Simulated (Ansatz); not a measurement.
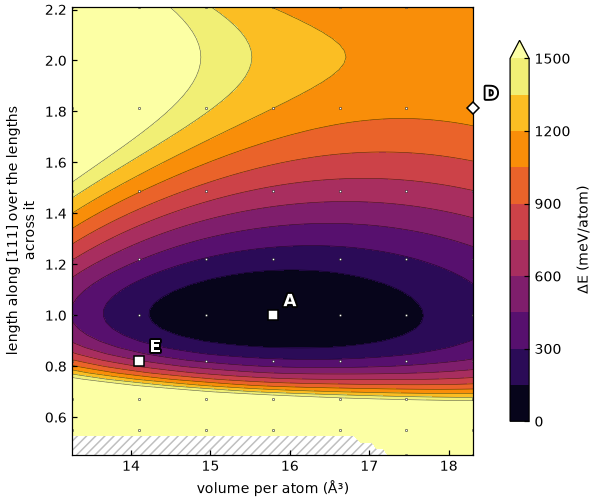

Mo (Im-3m, No. 229; 1 atom in the cell). The energy is mapped over volume and the cell's shape. Coordinates scanned: (1) volume per atom; (2) length along [111] over the lengths across it, relative to the cubic cell. Nothing is relaxed (symmetry fixes all fractional coordinates). Grid: 7 × 9 points. At 5 points there is no value (left out of the scan, as a rule where atoms come close). Points are written as (first, second). Energies are in meV/atom, from the lowest grid point. Computed with DFT PBE, scalar-relativistic, plane waves, PAW (Ansatz 0.2.0). Settings: cutoff 420 eV, k-mesh 22×22×22, gaussian smearing 0.15 eV, no spin polarisation.

The picture shows filled contours, dots at the grid points, one colour for all values above the top of the scale, hatched blanks where no value was computed, lettered points. Between grid points the surface is interpolated.

Is D the lowest point of the computed grid?

No. D lies 1108 meV/atom above the lowest grid point, which is at (15.78 Å³, 1.000) [bcc].

Which space group has the cell at each letter?

A: Im-3m; D: R-3m; E: R-3m.

PAW datasets: the set soft_1.
